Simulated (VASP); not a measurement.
```
H
1.0
     2.69389    0.00000    0.00000
     0.00000    2.69389    0.00000
     0.00000    0.00000    0.99687
H
1
Direct
  0.00000 0.00000 0.50000
```

Space group P4/mmm; a structure from a database of computed crystals, not necessarily the ambient phase; changed on purpose from its base cell (functional PBEsol, strained and moved within the space group).

These are results of VASP 6.6.1, Kohn-Sham DFT of a periodic cell, PBEsol, VASP PAW PBE potentials, recommended, not measurements.

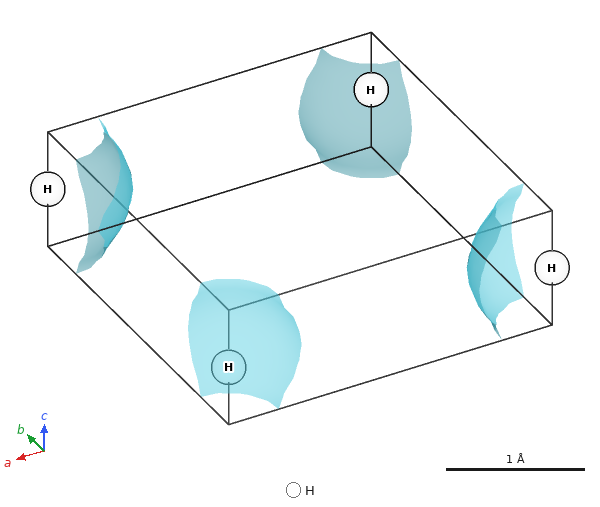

H. Isosurface of the electron localisation function at 0.9 (cyan), seen at an oblique angle. Core shells and regions of very low density are left out.

Core electrons are frozen (PAW), and the valence fields are smoothed inside the atomic spheres.

**Describe the localisation domains.**

At this value the surface marks out channels that run through the cell in one direction, counted in one cell of 1 atoms. Regions shared between cells count once. There are no localised bonds or lone pairs at this value.

Values along the shortest contacts:
H–H (1.00 Å): the ELF is about 0.95 at the midpoint.
